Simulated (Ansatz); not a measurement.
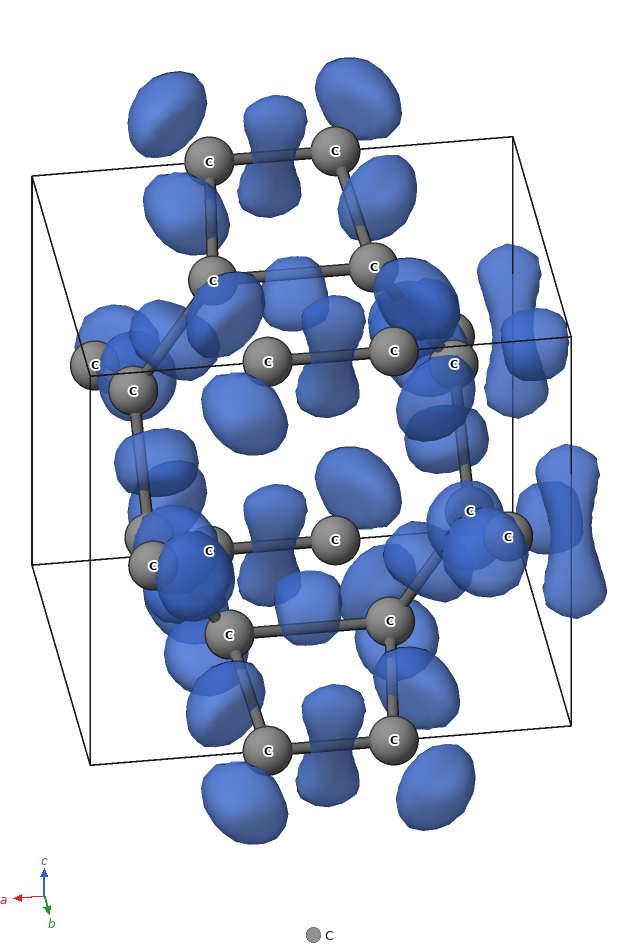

Figure. C. Isosurface of the electron localisation function at 0.8 (blue), seen at an oblique angle. Core shells and regions of very low density are left out. Sticks mark near contacts.

Space group Pmna; a structure generated by program, which may or may not match a known phase.

Theory: DFT PBE, scalar-relativistic, plane waves, PAW (Ansatz).

In a PAW calculation such maps are meaningful between the atoms, not at the nuclei.

```xyz
12
Lattice="5.0256 0.0000 0.0000 0.0000 3.9454 0.0000 0.0000 0.0000 4.7390" Properties=species:S:1:pos:R:3 pbc="T T T"
C     1.8544    0.0000    0.0000
C     0.6584    0.0000    2.3695
C     3.1712    0.0000    0.0000
C     4.3672    0.0000    2.3695
C     3.3513    2.5251    0.5544
C     4.1870    1.4203    2.9239
C     4.1870    2.5251    1.8151
C     3.3513    1.4203    4.1845
C     1.6743    1.4203    4.1845
C     0.8385    2.5251    1.8151
C     0.8385    1.4203    2.9239
C     1.6743    2.5251    0.5544
```

Q: What do the ELF domains correspond to?

A: At this value the surface marks out 22 regions between bonded C–C atoms (shared pairs), counted in one cell of 12 atoms. Regions shared between cells count once. Along the contacts the grid gives the following. C–C (1.32 Å): the ELF peaks at about 0.90 between the atoms (inside overlapping PAW spheres, so only a guide): a short, multiple covalent bond. C–C (1.51 Å): the ELF peaks at about 0.95 between the atoms: a shared electron pair.
